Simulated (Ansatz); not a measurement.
This input was run:

```
crystal:
  lattice:
    - [-7.93712657, 0.0, 0.0]
    - [0.0, -2.82598641, 2.83470229]
    - [0.0, 2.82598641, 2.83470229]
  atoms:
    - { symbol: Ba, position: [0.0, 0.0, 0.0] }
    - { symbol: Ba, position: [0.5, 0.0, 0.0] }
    - { symbol: Ti, position: [0.25, 0.5079, 0.5079] }
    - { symbol: Ti, position: [0.75, 0.5079, 0.5079] }
    - { symbol: O, position: [0.0, 0.4921, 0.4921] }
    - { symbol: O, position: [0.5, 0.4921, 0.4921] }
    - { symbol: O, position: [0.25, 0.99371, 0.50251] }
    - { symbol: O, position: [0.75, 0.99371, 0.50251] }
    - { symbol: O, position: [0.25, 0.50251, 0.99371] }
    - { symbol: O, position: [0.75, 0.50251, 0.99371] }
  symmetry: { tolerance: 0.0003 }
kpoints:
  mp_grid: { grid: [4, 6, 6], shift: [0, 0, 0] }
  band_path:
    path:
      - [0.0, 0.0, 0.0]
      - [0.0, 0.5, 0.5]
      - [0.0, 0.49846501, 0.50153499]
      - [0.0, -0.49846501, 0.49846501]
      - [0.0, 0.0, 0.0]
      - [-1.0, 0.0, 0.0]
      - [-1.0, -0.49846501, 0.49846501]
      - [-1.0, 0.49846501, 0.50153499]
      - [-1.0, 0.5, 0.5]
      - [0.0, 0.5, 0.5]
      - [0.0, 0.0, 0.0]
    npoints: 7
magnetization:
  spin_polarized: false
scf:
  occupations: { method: fermi_dirac }
  lower_state_search: "off"
  max_iter: 200
hamiltonian:
  pseudopotentials: { kind: paw }
  xc: pbe
basis:
  ecutwfc: 420
  fft_grid_basis: typed
output:
  forces: true
  stress: true
  eigenvalues: true
  bader: true
  populations: true
  elf: true
  write_potential: true
  volumetric_format: npy
  dos:
    e_range: [-12, 8]
    de: 0.05
    projected: { site_lists: { Ba: [Ba], O: [O], Ti: [Ti] } }
  write_density: true
checkpoint:
  read: saved_state
```

Launched with:
```bash
ansatz run input.yaml --threads 1 --pin off --max-ram 2560MiB --backend cpu --events-out ev --progress --plain --runs-dir out
```

Predict the main features of the band structure. The path is Γ–Y–C0–Σ0–Γ–Z–A0–E0–T–Y–Γ.

A semiconductor. The gap along this path is 1.88 eV and indirect, from the valence-band top at Y to the conduction-band bottom at Γ; the smallest direct gap is 2.01 eV, at Γ. Two bands meet at the valence-band top at Y: it is doubly degenerate (spin aside). The next level lies only 0.03 eV lower. The top valence band spans 0.5 eV and the lowest conduction band 2.0 eV. The direct gaps are 2.01 eV at Γ, 3.61 eV at Σ0 and 3.61 eV at E0.

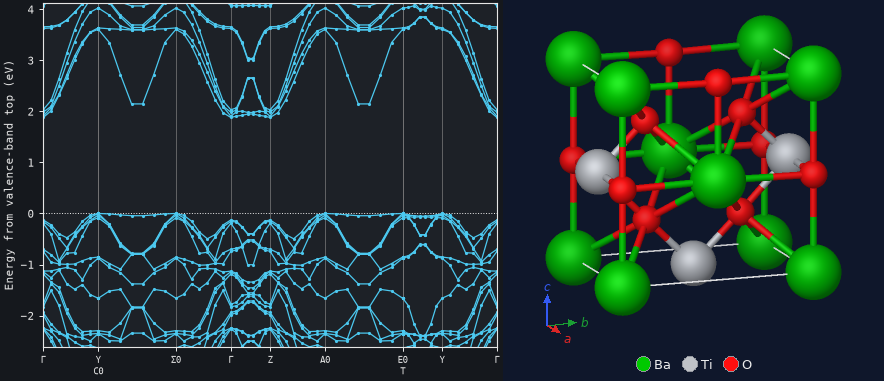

Band structure, beside the structure. Energies are counted from the top of the valence band. The path runs straight from each named point to the next.
